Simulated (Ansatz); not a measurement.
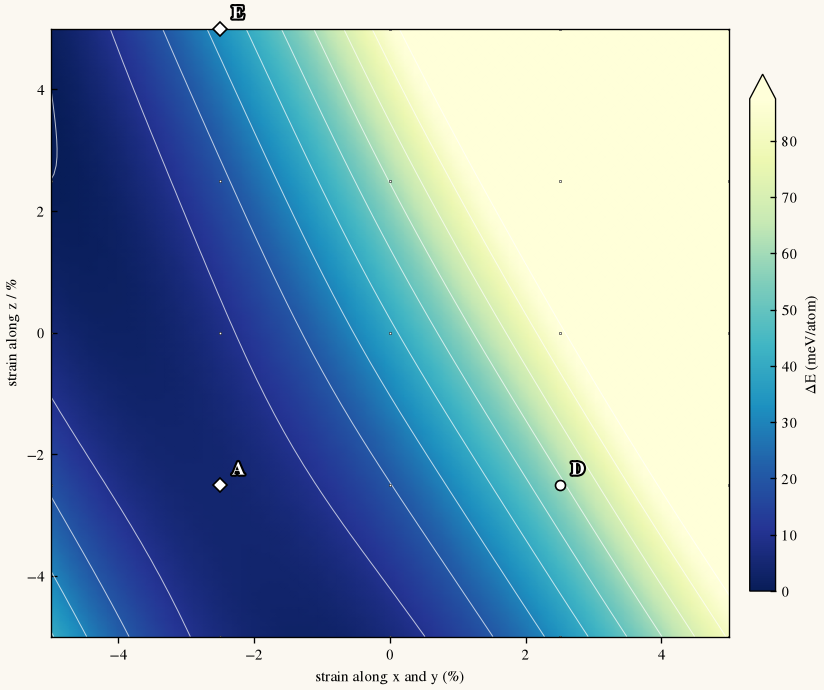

Ag (Im-3m, No. 229; 1 atom in the cell). The cell is strained homogeneously, by one strain along x and y and another along z, with fractional coordinates fixed (x, y and z along the cube axes). First axis: strain along x and y. Second axis: strain along z. The scan uses a 5 × 5 grid. Points are written as (first, second). Energies: meV/atom, counted from the lowest grid point. The reference cell is the one listed in the database, not relaxed at this level. Level of theory: DFT PBEsol, scalar-relativistic, plane waves, PAW in Ansatz. Settings: cutoff 420 eV, k-mesh 20×20×20, gaussian smearing 0.15 eV, no spin polarisation.

Drawn: a smooth colour map with a few white contour lines, dots at the grid points, one colour for all values above the top of the scale, lettered points. Between grid points the surface is interpolated.

Q: Rank the lettered points by energy, lowest first.

A: A (4.3 meV/atom), E (33 meV/atom), D (58 meV/atom).
